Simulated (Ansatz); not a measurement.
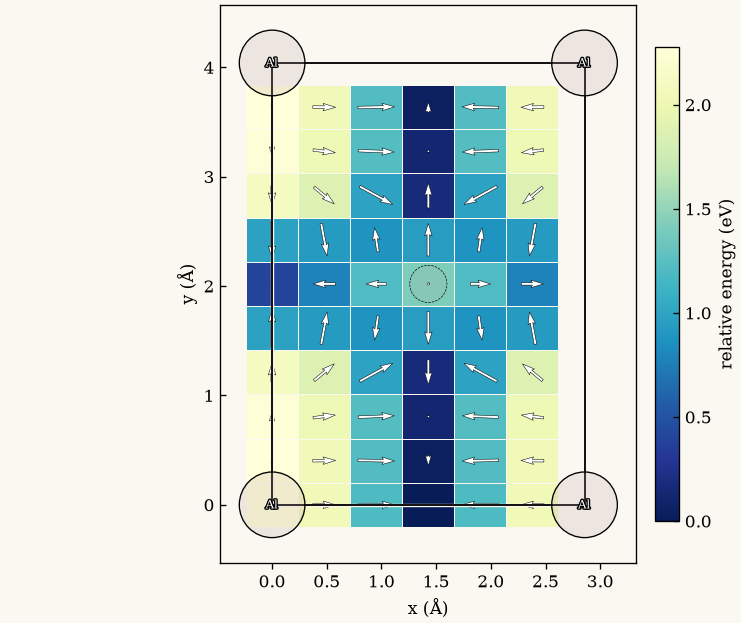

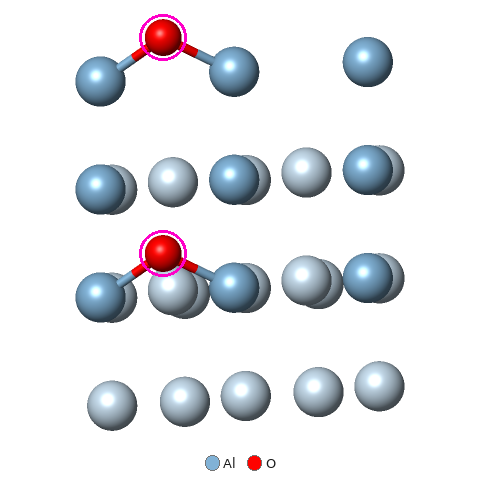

Energy landscape of O on an Al(110) slab cut from the Fm-3m phase, its upper half relaxed before the scan (16 atoms of substrate and one adsorbate in a 2 × 2 cell). O is moved over the surface cell; relaxed at each place: the height of the adsorbate's atoms; substrate rigid; the origin of the map has the adsorbate above Al13. Places are given modulo a cell vector. The map is drawn in real space over the plane of the surface. The grid has 6 × 10 points; 24 points were computed and 36 follow by symmetry. Places are given in fractions of the 1 × 1 surface cell. Energies are in eV, from the lowest grid point. At some places the adsorbate sinks to or below the level of the top layer. Computed with DFT PBE, scalar-relativistic, plane waves, PAW in Ansatz 0.2.0. Settings: cutoff 420 eV, k-mesh 5×4×1, gaussian smearing 0.1 eV, no spin polarisation.

In the figure: one coloured cell a grid point, arrows along the force (downhill), their lengths compressed, labelled circles for the atoms of the top layer and small ones for the second layer, the outline of one cell of the plane. The second picture is the structure at the lowest point; rings mark the moved atoms.

Question: Summarise what can be read from the map.

Answer: The lowest grid point is at a bridge site between two Al atoms, (3/6, 0/10) of the cell vectors. The highest grid point, the top site over a surface Al atom, (0/6, 0/10) of the cell vectors, lies 2.28 eV above the lowest. At the lowest point the adsorbate has 2 Al at 1.75 Å as nearest neighbours, at the highest 1 Al at 1.66 Å. Its relaxed height above the top atom is 1.02 Å at the lowest and 1.66 Å at the highest point.

The input of one point:

```yaml
crystal:
  lattice:
    - [5.7135165838, 0.0, 0.0]
    - [0.0, 8.0801326417, 0.0]
    - [0.0, 0.0, 19.7432787023]
  atoms:
    - { symbol: Al, position: [0.25, 0.25, 0.2026005944] }
    - { symbol: Al, position: [0.25, 0.75, 0.2026005944] }
    - { symbol: Al, position: [0.75, 0.25, 0.2026005944] }
    - { symbol: Al, position: [0.75, 0.75, 0.2026005944] }
    - { symbol: Al, position: [0.0, 0.0, 0.2749482104] }
    - { symbol: Al, position: [0.0, 0.5, 0.2749482104] }
    - { symbol: Al, position: [0.5, 0.0, 0.2749482104] }
    - { symbol: Al, position: [0.5, 0.5, 0.2749482104] }
    - { symbol: Al, position: [0.25, 0.25, 0.3495466405] }
    - { symbol: Al, position: [0.25, 0.75, 0.3495466405] }
    - { symbol: Al, position: [0.75, 0.25, 0.3495466405] }
    - { symbol: Al, position: [0.75, 0.75, 0.3495466405] }
    - { symbol: Al, position: [0.0, 0.0, 0.4175232912] }
    - { symbol: Al, position: [0.0, 0.5, 0.4175232912] }
    - { symbol: Al, position: [0.5, 0.0, 0.4175232912] }
    - { symbol: Al, position: [0.5, 0.5, 0.4175232912] }
    - { symbol: O, position: [0.25, 0.0, 0.4656038392] }
basis:
  ecutwfc: 420
kpoints:
  mp_grid: { grid: [5, 4, 1] }
hamiltonian:
  xc: pbe
  pseudopotentials: { kind: paw, azcp: { folder: soft_1 } }
scf:
  occupations: { method: gaussian, width: 0.1 }
output:
  forces: true
  eigenvalues: true
relax:
  adjacent_minimum: "off"
  f_tol: 0.025
  max_steps: 16
  constraints:
    - { sites: [0, 1, 2, 3, 4, 5, 6, 7, 8, 9, 10, 11, 12, 13, 14, 15] }
    - { sites: [16], fix: xy }
efield:
  axis: 3
  dipole_correction: true
  ramp_width: 0.04
```

Time for the 24 points that were run: 18 min on 2 threads of Intel(R) Xeon(R) 6975P-C (Granite Rapids), on a shared host.
